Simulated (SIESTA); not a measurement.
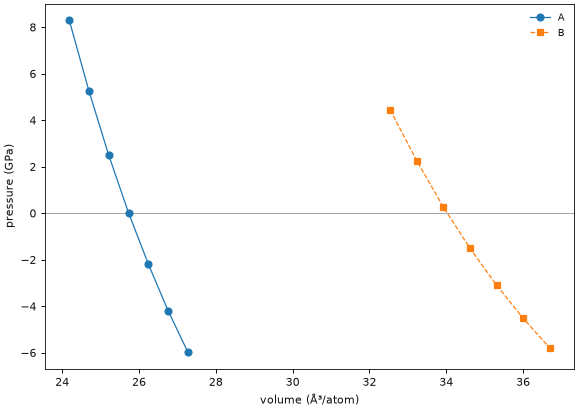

The figure shows the pressure against volume, with one curve for each functional, for WS₂ (space group P-3m1). The labels are replaced by letters. In alphabetical order the cases are: LDA; PBEsol.

Method: DFT in numerical atomic orbitals with pseudopotentials, no spin polarisation; energies at scaled volumes of the given cell, shape and fractions fixed, counted from the fit's minimum, third-order Birch-Murnaghan fit (SIESTA 5.4.2). All runs: no spin polarisation.

occupations Fermi–Dirac; smearing width 0.05 eV; potentials PseudoDojo 0.4 standard, converted to PSML, two zetas on semicore shells.

Question: Which letter stands for which functional?

Answer: A: PBEsol; B: LDA.

Caveats: mulliken charges of long orbitals; short basis over semicore shells; shape and atomic fractions are frozen while scaling, which makes layered, chain and framework solids too stiff.
